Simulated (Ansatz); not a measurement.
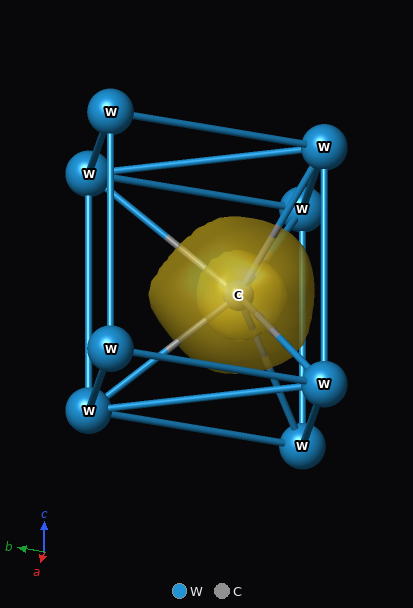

Figure 1: WC. Isosurface of the electron localisation function at 0.65 (yellow), seen at an oblique angle. Core shells and regions of very low density are left out. Sticks mark near contacts.

Space group P-6m2; changed on purpose from its base cell (strain +0.000 along x and y, -0.040 along z, atoms carried along); computed pressure about 20 GPa in this cell.

These are results of DFT PBEsol, scalar-relativistic, plane waves, PAW (Ansatz 0.2.0), not measurements.

Core electrons are frozen (PAW), and the valence fields are smoothed inside the atomic spheres.

Question: Where are the electrons localised?

Answer: The surface consists of one region wrapped around C (its valence shell), counted in one cell of 2 atoms. Any copies at cell faces, edges or corners count once. Along the contacts the grid gives the following. W–C (2.16 Å): the ELF peaks at about 0.80 in the valence shell of C, 0.7 Å from its nucleus, and is about 0.30 at the midpoint. W–W (2.72 Å): the ELF is about 0.30 at the midpoint.

Question: Does the calculation make it a metal, or give it a gap?

Answer: It is metallic or semimetallic at this level of theory: no gap opens.
